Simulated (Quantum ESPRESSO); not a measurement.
System: GaN, space group P6_3mc (No. 186).

The given structure:
```xyz
4
Lattice="3.1800 0.0000 0.0000 -1.5900 2.7540 0.0000 0.0000 0.0000 5.1660" Properties=species:S:1:pos:R:3 pbc="T T T"
Ga    1.5900    0.9180    2.5830
Ga    0.0000    1.8360    0.0000
N     1.5900    0.9180    4.5203
N     0.0000    1.8360    1.9373
```

Calculation (Quantum ESPRESSO 7.5): plane-wave DFT, no spin polarisation; energies at scaled volumes of the given cell, shape and fractions fixed, counted from the fit's minimum, third-order Birch-Murnaghan fit. Level: PBE.

k mesh 10×10×5; occupations Fermi–Dirac; smearing width 0.05 eV; potentials GBRV 1.5 PBE; wave cutoff 612.3 eV; density cutoff 4898 eV.

The printed pressures vanish at a volume slightly off the minimum of the energy fit, as a finite basis (Pulay stress) and smearing make them.

What does the calculation give for the energy and pressure against volume? The volume takes the values 10.63, 10.86, 11.08, 11.31, 11.54, 11.76, 11.99 Å³/atom.

A third-order Birch–Murnaghan fit gives V0 = 11.79 Å³/atom, B0 = 172 GPa and B′ = 4.4. The energy is 73.31 meV/atom at volume 10.63 Å³/atom and 1.77 meV/atom at 11.99 Å³/atom; the lowest computed point is at volume 11.76 Å³/atom (0.05 meV/atom). The pressure falls from 21.33 GPa at volume 10.63 Å³/atom to −3.64 GPa at 11.99 Å³/atom, and changes sign near 11.73 Å³/atom.

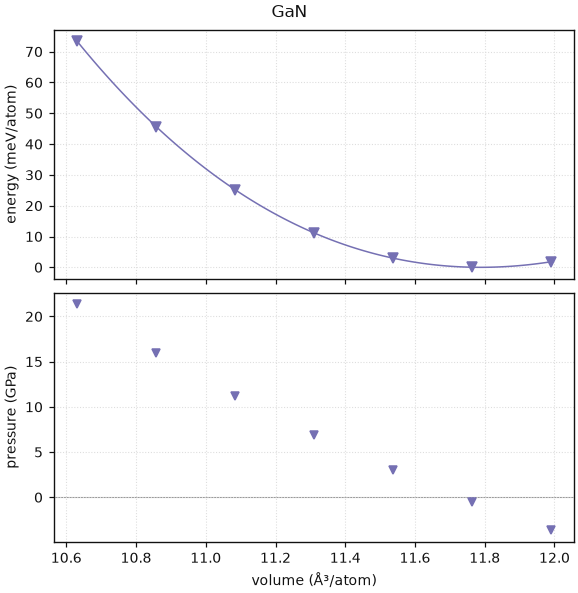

Note: shape and atomic fractions are frozen while scaling, which makes layered, chain and framework solids too stiff.
